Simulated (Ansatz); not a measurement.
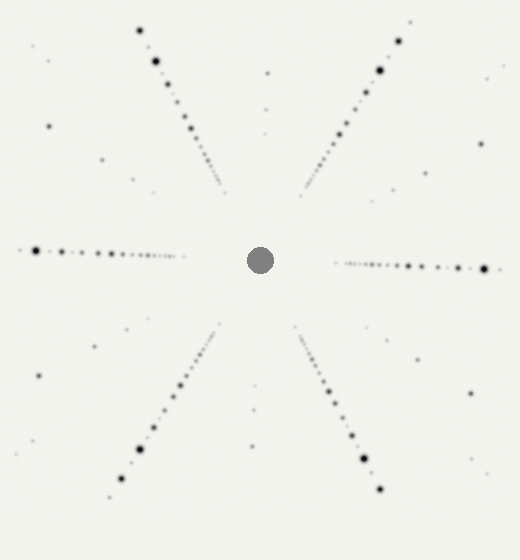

Simulated back-reflection Laue pattern (white X-rays, 0.45 to 2.2 Å, flat plate covering ±45° about the beam, kinematic intensities, seen from the source).

What symmetry does the pattern show?

6mm: a sixfold axis with mirror lines.

The crystal is Os, space group P6_3/mmc (No. 194), a = 2.739 Å, c = 8.817 Å (hexagonal axes). Structure: the geometry relaxed with DFT PBE, scalar-relativistic, plane waves, PAW in Ansatz; the starting structure was generated, so it need not be a known form of this composition.

Which direction points towards the source?

[001] or one equivalent to it by a rotation of the Laue group. In Laue class 6/mmm no other family of directions with a member of indices 0 and ±1 has this symmetry.
